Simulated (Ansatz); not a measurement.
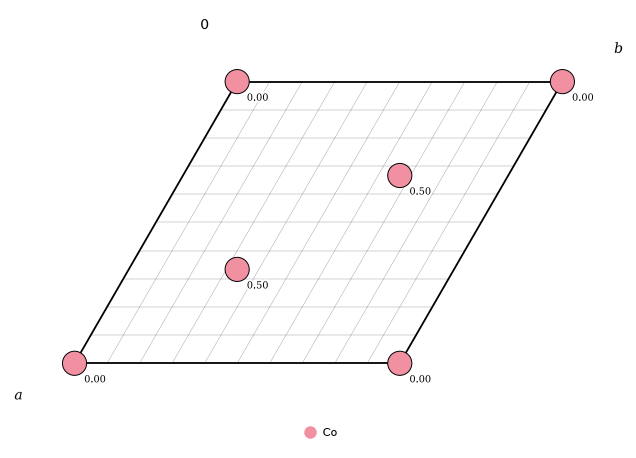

Plan of a unit cell projected along c (a down the page, b across); the numbers are heights as fractions of c, and atoms on the cell's edges are repeated. The grid marks tenths of a and b. Source: coordinates from a relaxation with DFT, PBEsol, plane waves (420 eV) with PAW, scalar-relativistic in Ansatz 0.2.0; the starting structure was generated, so it need not be a known form of this composition. The drawing is computed from the coordinates (standard cell, symmetry found to 0.002 Å).

a = 3.855 Å, b = 3.855 Å, c = 2.361 Å, α = 90.00°, β = 90.00°, γ = 120.00°.

What does the cell contain?

Answer. 3 Co: Co, Z = 3.

Which space group?

Answer. P6/mmm (No. 191), primitive hexagonal.

Give the independent sites, coordinates to two places.

Answer.
```tsv
atom	site	symmetry	x	y	z
Co	1a	6/mmm	0.00	0.00	0.00
Co	2d	-6m2	0.33	0.67	0.50
```
